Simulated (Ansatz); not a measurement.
Geometry relaxation, with input and output: Al3Cu2 (part 2 of 2)

Continued. System: Al3Cu2 (P-3m1, 5 atoms in the cell). Method: DFT PBEsol, scalar-relativistic, plane waves, PAW, no spin polarisation (Ansatz 0.2.0); cutoff 420 eV, 12×12×8 k-mesh, Gaussian smearing of 0.1 eV. The structure derives from a Materials Project entry. It belongs to a series of runs on one base structure; here: biaxial strain in the a-b plane, c and atoms relaxed: -3.0 %.

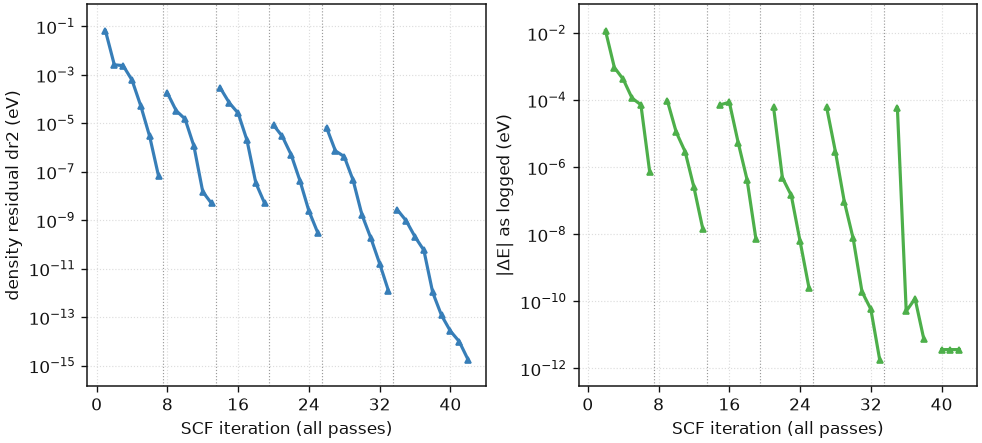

*Convergence of the self-consistent field: density residual dr2 and size of the energy change against the SCF iteration. The dotted lines part the SCF passes of the relaxation: geometry steps, rejected trials and re-solves on a re-selected basis.*

The 6 passes take 6 to 9 iterations each, 42 in all.

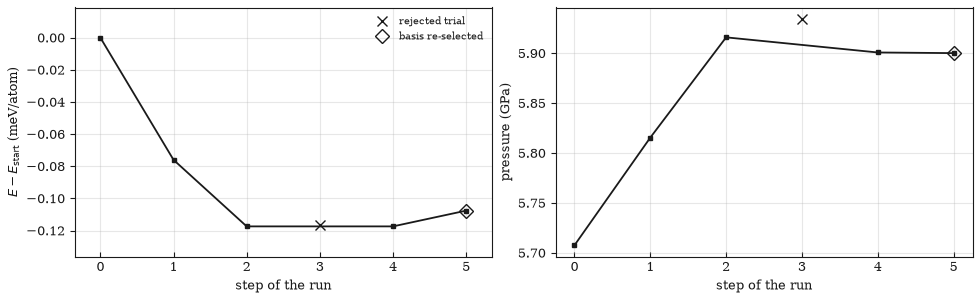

*Progress of the relaxation, step by step (the first geometry is step 0 here and step 1 in the log).*

Over 4 geometry steps the energy falls by 0.1 meV per atom. Largest force component: 0.058 eV/Å at the start, 0.00047 eV/Å at the end. The pressure goes from 5.71 to 5.90 GPa. The line search rejected the trial step at point 3 (counted from 0) and went back. The largest moves relative to the cell, 0.007 Å, are those of Cu4 and Cu5. Al stays in place. A last SCF at the same geometry on a re-selected plane-wave basis shifts the energy by +0.0 meV per atom. (Atoms are counted from 1 in the order of the input.)

```
basis re-selected at this cell: Δ(F+E_penalty+E_count) = +4.881e-5 eV, ΔP = -0.001 GPa vs the last step (what re-selecting the basis moved, of the pressure what is left beyond the Pulay correction that the steps carried, after the strain that the cell walked since its last selection, with what the two solves' SCF thresholds leave and, on support functions, any second-order correction that the steps lacked; it is no measure of the basis error at this ecutwfc). This SCF's stress stands 8.94e-3 GPa from its target on what of the cell is left free (relax.cell.stress_tol is 1.50e-2 GPa) and its largest allowed force component is 4.70e-4 eV/Å (relax.f_tol is 8.00e-3 eV/Å): within both
SCF converged after 9 iterations
Free energy (F): -14751.925416 eV
Harris-Foulkes:  -14751.925416 eV  (|F-HF|=1.82e-12)
Internal energy: -14751.918074 eV  (E = F + TS)
E sigma→0 (E₀):  -14751.921745 eV
Entropy (-TS):   -0.007342 eV (-1.468 meV/atom)
Fermi energy:    11.844485 eV
--- Per-component energies (eV) ---
  E_band       = -909.104436
  E_kinetic    = 675.632966
  E_local      = -11511.648863  (includes V_loc(G=0)·N_el)
  E_nonlocal   = 802.506634
  E_hartree    = 5170.644884
  E_xc         = -301.175322
  E_vxc        = -324.780135  (∫ρ·V_xc dr)
  E_paw        = -4607.390973  (= ΣΔE_a)
  E_vpaw       = -892.105333  (= ΣTr[D̂ρ^β])
  E_aug_tail   = 0.000524  (compensation charges beyond the density's cutoff)
  E_ewald      = -4980.957745
  E_core_change = 0.469821  (= ΣΔE_core)
  E_smearing   = -0.007342  (= −TS)
  E_closure    = -0.000000  (closes the sum)
  Σ components = -14751.925416   (vs F -14751.925416, Δ=0.00e0)
--- Forces (eV/Å), atoms counted from 1 ---
  atom   1  Al     0.00000000    -0.00000000     0.00000000
  atom   2  Al     0.00000000     0.00000000    -0.00019490
  atom   3  Al    -0.00000000    -0.00000000     0.00019490
  atom   4  Cu     0.00000000     0.00000000    -0.00046960
  atom   5  Cu    -0.00000000    -0.00000000     0.00046960
  max |Σ_I F_I| component: 9.25e-18 eV/Å
--- Stress (GPa, compression-positive) ---
        8.845727      -0.000000       0.000000
       -0.000000       8.845727       0.000000
       -0.000000       0.000000       0.008943
  P = ⅓ Tr σ = 5.9001 GPa (59.001 kbar)
--- Band table (eV; the first three rows and the last of 131) ---
  k-point 0: bands = ["-102.2353", "-102.2338", "-59.7498", "-59.7498", "-59.7425", "-59.7425", "-59.7373", "-59.7298", "0.2951", "5.0933", "5.6346", "6.3496", "6.3496", "6.7311", "6.7311", "7.2292", "7.2292", "7.6841", "7.6841", "8.0445", "8.0491", "11.9708", "11.9708", "13.5718", "13.5718", "15.0858", "15.3776", "17.3419", "17.3419"]
  k-point 1: bands = ["-102.2353", "-102.2337", "-59.7498", "-59.7498", "-59.7425", "-59.7425", "-59.7373", "-59.7299", "0.3807", "4.4791", "5.9360", "6.3378", "6.3378", "6.7237", "6.7237", "7.2505", "7.2505", "7.6449", "7.6827", "7.6827", "8.9317", "12.0665", "12.0665", "13.6154", "13.6154", "15.1007", "15.4274", "16.5500", "16.5500"]
  k-point 2: bands = ["-102.2353", "-102.2337", "-59.7498", "-59.7498", "-59.7425", "-59.7425", "-59.7373", "-59.7299", "0.6310", "3.5715", "6.1551", "6.3116", "6.3116", "6.7044", "6.7044", "7.3055", "7.3055", "7.4979", "7.6747", "7.6747", "10.2696", "12.3477", "12.3477", "13.7228", "13.7228", "15.1290", "15.5645", "15.5654", "15.5654"]
  k-point 130: bands = ["-102.2345", "-102.2345", "-59.7510", "-59.7478", "-59.7478", "-59.7415", "-59.7320", "-59.7320", "4.8780", "5.0336", "5.0336", "5.4465", "5.4465", "6.2556", "6.9710", "7.0050", "7.0050", "7.3058", "7.6677", "7.6677", "7.9561", "7.9839", "7.9839", "9.3822", "16.5363", "17.0168", "17.0168", "17.6548", "17.6548"]
--- Relaxed structure (5 steps of the walk, 4 accepted, 1 SCFs on fresh bases) ---
  F+E_penalty+E_count = -14751.92541574 eV   max|allowed force component| = 4.696e-4 eV/Å   (the final SCF, on the basis selected at the relaxed cell)
  cell:  # Å, volume = 69.3194 Å³
    - [3.9756280261000096, -2.8867518462574092e-11, 1.0958875797753562e-19]
    - [-1.9878140130250048, 3.442994866614425, 1.0958875798028655e-19]
    - [1.3980430790989614e-19, 2.421481644169354e-19, 5.064223193951907]
  atoms:
    - { symbol: Al, position: [-9.070739865598735e-36, -3.2047604098899924e-36, 3.206573799820832e-20] }
    - { symbol: Al, position: [0.3333333333333333, 0.6666666666666666, 0.35111495444637164] }
    - { symbol: Al, position: [0.6666666666666665, 0.33333333333333326, 0.6488850455536284] }
    - { symbol: Cu, position: [0.3333333333333333, 0.6666666666666666, 0.8383600993335405] }
    - { symbol: Cu, position: [0.6666666666666665, 0.33333333333333326, 0.161639900666459] }
```

## Trajectory as extended XYZ (Å, eV, eV/Å), 6 frames, from step=1 to step=6
```
5
Lattice="3.9756 0.0000 0.0000 -1.9878 3.4430 0.0000 0.0000 0.0000 5.0718" Properties=species:S:1:pos:R:3:forces:R:3 step=1 energy=-14751.92488 pressure_GPa=5.71
Al    0.0000    0.0000    0.0000    0.0000   0.0000   0.0000
Al    0.0000    2.2953    1.7804    0.0000   0.0000   0.0269
Al    1.9878    1.1477    3.2914    0.0000   0.0000  -0.0269
Cu    0.0000    2.2953    4.2588    0.0000   0.0000  -0.0582
Cu    1.9878    1.1477    0.8130    0.0000   0.0000   0.0582
5
Lattice="3.9756 0.0000 0.0000 -1.9878 3.4430 0.0000 0.0000 0.0000 5.0674" Properties=species:S:1:pos:R:3:forces:R:3 step=2 energy=-14751.92526 pressure_GPa=5.82
Al    0.0000    0.0000    0.0000    0.0000   0.0000   0.0000
Al    0.0000    2.2953    1.7794    0.0000   0.0000   0.0135
Al    1.9878    1.1477    3.2880    0.0000   0.0000  -0.0135
Cu    0.0000    2.2953    4.2528    0.0000   0.0000  -0.0362
Cu    1.9878    1.1477    0.8146    0.0000   0.0000   0.0362
5
Lattice="3.9756 0.0000 0.0000 -1.9878 3.4430 0.0000 0.0000 0.0000 5.0635" Properties=species:S:1:pos:R:3:forces:R:3 step=3 energy=-14751.92547 pressure_GPa=5.92
Al    0.0000    0.0000    0.0000    0.0000   0.0000   0.0000
Al    0.0000    2.2953    1.7783    0.0000   0.0000  -0.0032
Al    1.9878    1.1477    3.2852    0.0000   0.0000   0.0032
Cu    0.0000    2.2953    4.2455    0.0000   0.0000  -0.0023
Cu    1.9878    1.1477    0.8180    0.0000   0.0000   0.0023
5
Lattice="3.9756 0.0000 0.0000 -1.9878 3.4430 0.0000 0.0000 0.0000 5.0630" Properties=species:S:1:pos:R:3:forces:R:3 step=4 energy=-14751.92546 pressure_GPa=5.93 accepted=F
Al    0.0000    0.0000    0.0000    0.0000   0.0000   0.0000
Al    0.0000    2.2953    1.7769    0.0000   0.0000   0.0085
Al    1.9878    1.1477    3.2860    0.0000   0.0000  -0.0085
Cu    0.0000    2.2953    4.2446    0.0000   0.0000  -0.0023
Cu    1.9878    1.1477    0.8184    0.0000   0.0000   0.0023
5
Lattice="3.9756 0.0000 0.0000 -1.9878 3.4430 0.0000 0.0000 0.0000 5.0642" Properties=species:S:1:pos:R:3:forces:R:3 step=5 energy=-14751.92547 pressure_GPa=5.90
Al    0.0000    0.0000    0.0000    0.0000   0.0000   0.0000
Al    0.0000    2.2953    1.7781    0.0000   0.0000  -0.0002
Al    1.9878    1.1477    3.2861    0.0000   0.0000   0.0002
Cu    0.0000    2.2953    4.2456    0.0000   0.0000  -0.0005
Cu    1.9878    1.1477    0.8186    0.0000   0.0000   0.0005
5
Lattice="3.9756 0.0000 0.0000 -1.9878 3.4430 0.0000 0.0000 0.0000 5.0642" Properties=species:S:1:pos:R:3:forces:R:3 step=6 energy=-14751.92542 pressure_GPa=5.90
Al    0.0000    0.0000    0.0000    0.0000   0.0000   0.0000
Al    0.0000    2.2953    1.7781    0.0000   0.0000  -0.0002
Al    1.9878    1.1477    3.2861    0.0000   0.0000   0.0002
Cu    0.0000    2.2953    4.2456    0.0000   0.0000  -0.0005
Cu    1.9878    1.1477    0.8186    0.0000   0.0000   0.0005
```

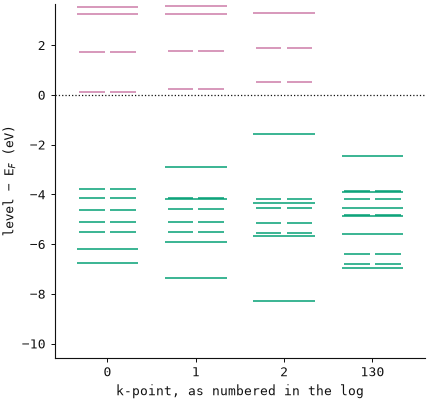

*Kohn–Sham levels near the Fermi level (dotted) at the few k-points that the log prints; levels within 0.02 eV of each other stand side by side.*

The system is metallic on the full mesh.

This output came from the following input.

## The input
```yaml
crystal:
  lattice:
    - [3.9756280261, 0.0, 0.0]
    - [-1.987814013, 3.4429948666, 0.0]
    - [0.0, 0.0, 5.0717786655]
  atoms:
    - { symbol: Al, position: [0.0, 0.0, 0.0] }
    - { symbol: Al, position: [0.3333333333, 0.6666666667, 0.3510375935] }
    - { symbol: Al, position: [0.6666666667, 0.3333333333, 0.6489624065] }
    - { symbol: Cu, position: [0.3333333333, 0.6666666667, 0.8396974561] }
    - { symbol: Cu, position: [0.6666666667, 0.3333333333, 0.1603025439] }
basis:
  ecutwfc: 420
kpoints:
  mp_grid: { grid: [12, 12, 8] }
hamiltonian:
  xc: pbesol
scf:
  occupations: { method: gaussian, width: 0.1 }
output:
  forces: true
  stress: true
  eigenvalues: true
relax:
  adjacent_minimum: "off"
  f_tol: 0.008
  max_steps: 40
  cell: { stress_tol: 0.015, fix: [a, b, gamma] }
```

Launched with:
```bash
ansatz run input.yaml --threads 1 --pin off --max-ram 2560MiB --backend cpu --events-out ev --progress --plain --runs-dir out
```

## Summary

| quantity | value |
| --- | --- |
| outcome | converged |
| space group (tolerance 0.01 Å) | P-3m1 (164) |
| electrons treated | 47 |
| free energy | −14751.9254 eV |
| Fermi energy | 11.844 eV |
| gap on the k-point mesh | none (metallic) |
| pressure | 5.90 GPa |
| final volume | 69.32 Å³ |
| largest force (length of the vector) at the end | under 0.001 eV/Å |
| final cell | a = 3.976 Å, b = 3.976 Å, c = 5.064 Å, α = 90.00°, β = 90.00°, γ = 120.00° |
| hardware | 1 thread of Arm Neoverse N1, 24 GiB of memory available, shared host |
| wall time | 2.5 min |
| peak memory | 0.48 GiB |
